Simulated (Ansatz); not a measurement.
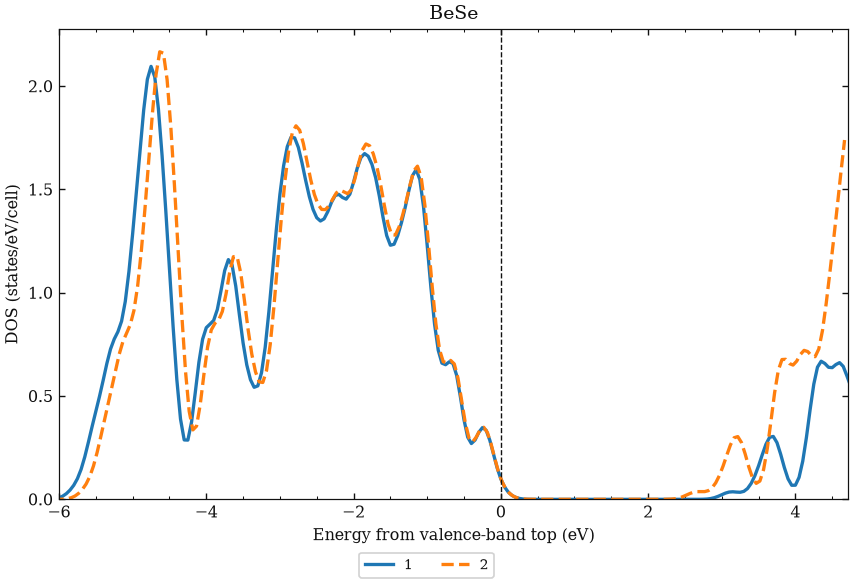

Total densities of states of BeSe, space group I-4m2, 2 atoms in the cell, zincblende type, uniaxial (x) strain +1.0%, by two methods on the same cell. The curves are built from the levels of the k mesh with Gaussians 0.3 eV wide, which also blur the band edges. Each is counted from its own valence-band top.

Question: Which curve is which? The methods: r2SCAN, PBE.

Answer: 1 is r2SCAN; 2 is PBE. r2SCAN gives a gap of 3.10 eV and PBE gives a gap of 2.64 eV.

Settings. r2SCAN: DFT, r2SCAN, plane waves, PAW, no spin polarisation, 8×8×8 k mesh, 500 eV cutoff (Ansatz 0.2.0). PBE: DFT, PBE, plane waves, PAW, no spin polarisation, 8×8×8 k mesh, 420 eV cutoff, Fermi-Dirac smearing of 0.02 eV (Ansatz).
